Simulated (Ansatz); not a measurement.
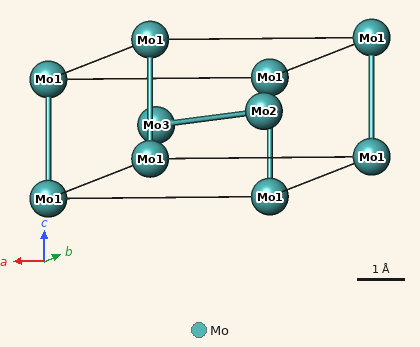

*The structure (ball-and-stick view of the cell of the calculation, seen at an oblique angle; atoms are numbered from 1 in the order of the input).*

## Mo: single-point calculation

The run: single-point calculation of Mo (P6/mmm, 3 atoms in the cell). Method and program: DFT, revPBE, plane waves (420 eV) with PAW, scalar-relativistic, no spin polarisation (Ansatz 0.2.0).

It belongs to a series of runs on one base structure; here: volume × 1.04. Figures and captions count atoms from 1; the log counts them from 0 in places.

Log:
```
Engine: ansatz 0.2.0, aarch64-unknown-linux-gnu
Pseudopotentials: kind: paw
Pseudopotential: Mo, paw, valence charge 14, recommended cutoff 420 eV (normal), [file]
Functional definition: revPBE
  parameter kappa = 1.245
  parameter beta = 0.06672455060314922
  exchange = pbe_x(kappa = kappa, mu = beta*pi^2/3)
  correlation = pbe_c(beta = beta)
Crystal: 3 atoms, lattice volume = 50.820 Å³
Basis set: ecut = 420 eV, 999 PW (Γ)
Bands: 26, of which v1, the nominal top of the filled ones, is band 21 counted from 1 (20 counted from 0)
Symmetry: 24 space group operations
Space group: P6/mmm (ITA 191), of the structure as read, at distance tolerance 3.7e-5 Å
k-points: 96 of 1134
Non-local potential: Mo, projectors of the file, l = 0: 3, l = 1: 2, l = 2: 2, l = 3: 1
PAW form: soft (Blöchl's): semilocal exchange-correlation on the pseudo side does not see the compensation charge
PAW frozen core: Mo, regenerated for the run's functional, and the local potential with it (the file was generated under x = pbe(κ = 0.804, μ = 0.2195149727645171), c = pbe(β = 0.06672455060314922))
PAW one-centre angular grid: Mo, 590 points (default); XC on 64 Gauss nodes
Initial density: superposition of atomic densities (neutral atoms: chi_scale 0, normalization atom), corrected by the library's trained network
Initial wavefunctions: pseudopotential atomic-orbital guess
Functional: x = revpbe(κ = 1.245, μ = 0.2195149727645171), c = pbe(β = 0.06672455060314922)
SCF iter   1: F=—  HF=-14881.851037 eV  |F-HF|=—  |Δ(HF+E_count)|=         —  Δρ=1.03e-2  dr2=1.22e-1  ethr=1.77e-3  ⟨swp⟩=5.1  Hψ=9826  notcnv=0
preconditioner: auto → none  [metal: Δε(μ)=0.003 eV  Ē_g=3.915 eV  σ=0.100 eV  W_gap=0.01  n_scr=8 (ndim 8)  ℏωp=22.1 eV  f_vac=0.000  D(μ)=4.04/eV (n_scr^D=44)  sad-step TF]
SCF iter   2: F=—  HF=-14881.847743 eV  |F-HF|=—  |Δ(HF+E_count)|=   3.29e-3  Δρ=7.77e-3  dr2=7.90e-2  ethr=2.91e-4  ⟨swp⟩=1.0  Hψ=3264  notcnv=0
SCF iter   3: F=—  HF=-14881.840963 eV  |F-HF|=—  |Δ(HF+E_count)|=   6.78e-3  Δρ=1.30e-3  dr2=6.51e-4  ethr=1.88e-4  ⟨swp⟩=1.6  Hψ=2676  notcnv=0
SCF iter   4: F=—  HF=-14881.840722 eV  |F-HF|=—  |Δ(HF+E_count)|=   2.41e-4  Δρ=4.16e-4  dr2=6.25e-5  ethr=1.55e-6  ⟨swp⟩=2.0  Hψ=4399  notcnv=0
SCF iter   5: F=—  HF=-14881.840725 eV  |F-HF|=—  |Δ(HF+E_count)|=   3.15e-6  Δρ=1.03e-4  dr2=3.34e-6  ethr=1.49e-7  ⟨swp⟩=2.3  Hψ=3425  notcnv=0
SCF iter   6: F=—  HF=-14881.840726 eV  |F-HF|=—  |Δ(HF+E_count)|=   5.11e-7  Δρ=1.90e-5  dr2=1.97e-7  ethr=7.95e-9  ⟨swp⟩=2.6  Hψ=4271  notcnv=0
SCF iter   7: F=-14881.840726 eV  HF=-14881.840726 eV  |F-HF|=5.82e-11  |Δ(HF+E_count)|=   9.10e-9  Δρ=3.17e-6  dr2=2.05e-9  ethr=2.38e-10  ⟨swp⟩=4.0  Hψ=7696  notcnv=0
SCF 1 converged in 7 iterations: F = -14881.840726 eV  dr2 = 2.05e-9
  greatest PAW one-centre occupation: 0.998 electrons in one spin orbital (limit 2), on the Mo atom at site 2 (counted from 0), in its partial waves of l = 0
```

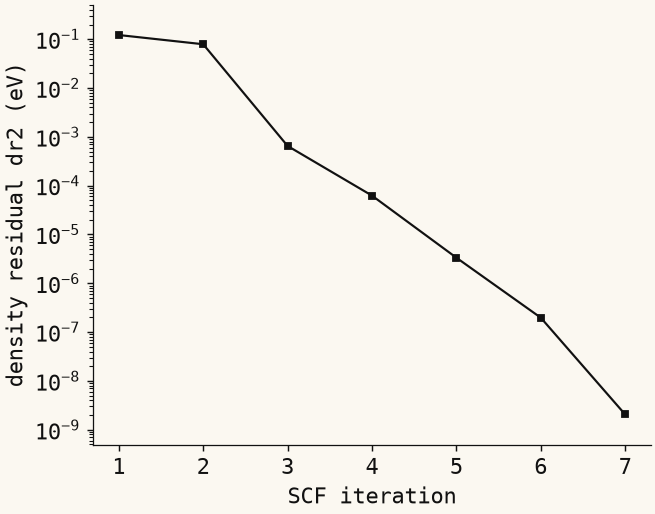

*Convergence of the self-consistent field: density residual dr2 against the SCF iteration.*

The residual falls at every step.

```
SCF converged after 7 iterations
Free energy (F): -14881.840726 eV
Harris-Foulkes:  -14881.840726 eV  (|F-HF|=5.82e-11)
Internal energy: -14881.707372 eV  (E = F + TS)
E sigma→0 (E₀):  -14881.774049 eV
Entropy (-TS):   -0.133354 eV (-44.451 meV/atom)
Fermi energy:    19.084148 eV
--- Per-component energies (eV) ---
  E_band       = -235.905724
  E_kinetic    = 1317.114874
  E_local      = -2555.464934  (includes V_loc(G=0)·N_el)
  E_nonlocal   = 427.418867
  E_hartree    = 844.194317
  E_xc         = -548.174175
  E_vxc        = -683.272800  (∫ρ·V_xc dr)
  E_paw        = -9618.264064  (= ΣΔE_a)
  E_vpaw       = -430.091685  (= ΣTr[D̂ρ^β])
  E_aug_tail   = 0.000138  (compensation charges beyond the density's cutoff)
  E_ewald      = -4748.335630
  E_core_change = -0.196764  (= ΣΔE_core)
  E_smearing   = -0.133354  (= −TS)
  E_closure    = -0.000000  (closes the sum)
  Σ components = -14881.840726   (vs F -14881.840726, Δ=0.00e0)
--- Stress (GPa, compression-positive) ---
       -7.505519       0.000000       0.000000
        0.000000      -7.505519       0.000000
        0.000000       0.000000      -9.713885
  P = ⅓ Tr σ = -8.2416 GPa (-82.416 kbar)
```

This output came from the following input.

Input file:
```yaml
crystal:
  lattice:
    - [4.745786475, 0.0, 0.0]
    - [-2.3728932375, 4.1099716483, 0.0]
    - [0.0, 0.0, 2.6054965727]
  atoms:
    - { symbol: Mo, position: [0.0, 1.0, 0.0] }
    - { symbol: Mo, position: [0.3333333333, 0.6666666667, 0.5] }
    - { symbol: Mo, position: [0.6666666667, 0.3333333333, 0.5] }
hamiltonian:
  xc: revpbe
  pseudopotentials:
    kind: paw
    azcp:
      Mo: "pseudopotentials/Mo.paw.azcp"
basis:
  ecutwfc: 420
  fft_grid_basis: typed
kpoints:
  mp_grid: { grid: [9, 9, 14], shift: [0, 0, 0] }
magnetization:
  spin_polarized: false
scf:
  occupations: { method: fermi_dirac, width: 0.1 }
  lower_state_search: "off"
output:
  stress: true
```

Key numbers:

| quantity | value |
| --- | --- |
| outcome | converged |
| space group (tolerance 0.01 Å) | P6/mmm (191) |
| electrons treated | 42 |
| free energy | −14881.8407 eV |
| Fermi energy | 19.084 eV |
| pressure | −8.24 GPa |
| hardware | 2 threads of an Arm (aarch64) CPU, shared host |
| wall time | 2.8 s (CPU time 5.2 s) |
| peak memory | 0.36 GiB |

Remarks:

The cell is under a tension of 8.2 GPa at this level, so it is not at its equilibrium volume.
